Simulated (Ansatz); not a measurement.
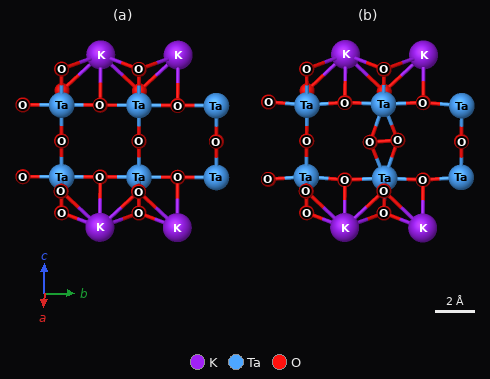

Left: perfect KTaO$_{3}$. Right: the same region with one point defect, after relaxing the atoms in a supercell of 40 sites. The picture is a ball-and-stick view of the atoms within 6.0 Å of one point, in a slice 3.4 Å thick across the line of sight, seen from a free direction.

Theory: DFT, PBEsol, PAW, plane waves (Ansatz 0.2.0). Set-up: plane-wave cutoff 420 eV; k-point mesh 1 × 1 × 1; mesh shifted by (0.25, 0.25, 0.25); collinear spin. Fermi-Dirac smearing of 0.01 eV. A uniform background neutralises the charged cell. The axes drawn are those of the host's conventional cell.

Question: Which defect is it?

Answer: An extra oxygen atom is put between the host's atoms (an interstitial).

The charge state of the cell is +1.

Question: What does the relaxation do around it?

Answer: The O atom starts with 2 K at 1.99 to 2.00 Å, 4 O at 1.99 Å around its place and ends with 1 O at 1.42 Å. Of the host's atoms, an oxygen atom moves furthest from its site, by 0.71 Å. The O atom itself moves 1.27 Å from where it was put. The cell's net moment is 1.00 μB.

Limits of the set-up: the periodic images lie only 8.0 Å apart, so the values are limited by the cell's size; the cell is charged, on a uniform background, and energies carry no finite-size correction.
